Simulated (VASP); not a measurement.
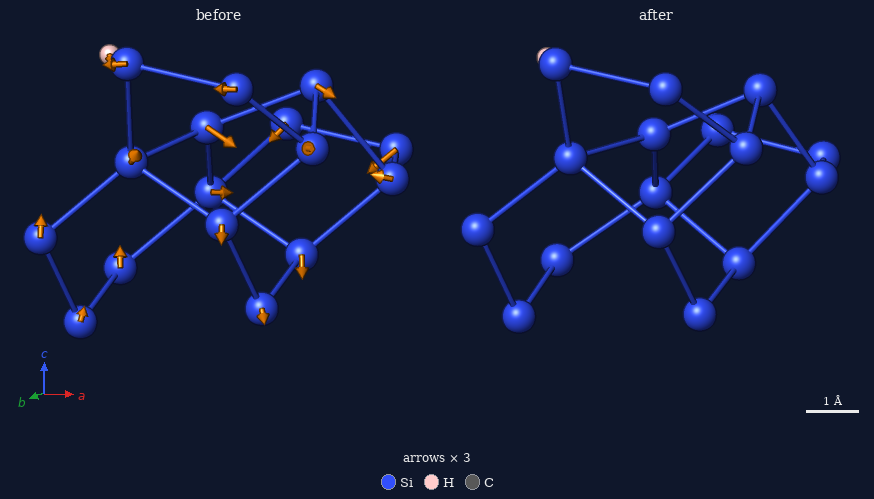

The structure of a slab of composition Si24H10C before (left) and after (right) a relaxation, at one scale. The orange arrows give the displacements, 3 times their true length.

A ball-and-stick model of the atoms within 5.0 Å of the atom that moves most (axes of the cell of the calculation, outlined in the plane, without the vacuum (origin shifted)), seen from a free direction.

The run lets the atoms move in a fixed cell. 24 atoms are held fixed.

Computed with Kohn-Sham DFT of a periodic cell, PBE with D3(BJ), VASP PAW PBE potentials, recommended (VASP).

Input file:
```
SYSTEM = Si24H10C
ALGO = Normal
EDIFF = 1E-7
EDIFFG = -0.03
ENCUT = 400
GGA = PE
IBRION = 2
ISIF = 2
ISMEAR = 0
ISYM = 0
IVDW = 12
LASPH = .TRUE.
LCHARG = .FALSE.
LREAL = Auto
LWAVE = .FALSE.
NCORE = 4
NELM = 80
NSW = 120
PREC = Accurate
SIGMA = 0.05
```

Launched with:
```bash
cat potpaw_PBE.64/Si/POTCAR potpaw_PBE.64/H/POTCAR potpaw_PBE.64/C/POTCAR > POTCAR
mpirun -np 8 vasp_gam > vasp.out
```

Describe what moved and what it gained.

Answer. The run was cut off at its time limit before the relaxation converged, so the last structure is only a point on the way. Over 34 geometry steps the energy falls by 2.010 eV per cell of the calculation. Largest force component: 1.1 eV/Å at the start, 0.36 eV/Å at the end. The largest moves, 0.27 Å, are those of Si atoms. Largest moves by element: Si 0.27 Å, C 0.11 Å, H 0.09 Å. The cell stays as it was. Near-neighbour distances that change, for instance: Si–Si 2.605 → 2.385 Å, Si–Si 2.264 → 2.355 Å, Si–Si 2.264 → 2.331 Å, Si–Si 2.412 → 2.345 Å. Bond angles that change, for instance: Si–Si–Si 96.5° → 107.9°, Si–Si–Si 96.5° → 105.5°, Si–Si–Si 106.1° → 112.5°.
